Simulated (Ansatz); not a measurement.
Cell and atoms:

```xyz
2
Lattice="2.7837 0.0000 0.0000 -1.3918 2.4107 0.0000 0.0000 0.0000 4.6289" Properties=species:S:1:pos:R:3 pbc="T T T"
Pd    1.3918    0.8036    3.4717
Pd    0.0000    1.6071    1.1572
```

### Summarise the structure in words.

The element is palladium. The space group is P6_3/mmc (No. 194); the lattice is primitive hexagonal. Type of structure: hexagonal close-packed (Mg type). The cell holds two atoms. The neighbours of Pd are twelve Pd in an anticuboctahedral arrangement at 2.78 to 2.82 Å. The bonds build a three-dimensional framework.

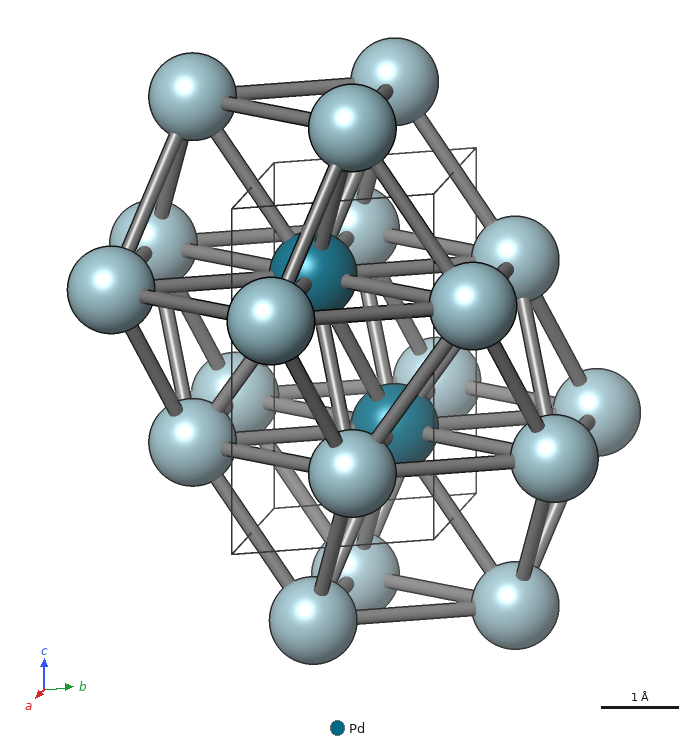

Ball-and-stick representation of a periodic structure, projected slightly off an axis. Atoms at the boundary of the conventional unit cell (the box) are drawn once for each face, edge or corner they touch. The bonded neighbours beyond the faces are included, in fainter colours. Colours: palladium blue.

Starting structure: a structure listed in the Materials Project. Earlier steps of the study may have refined or changed the cell and positions. A calculation with Ansatz used it as input.
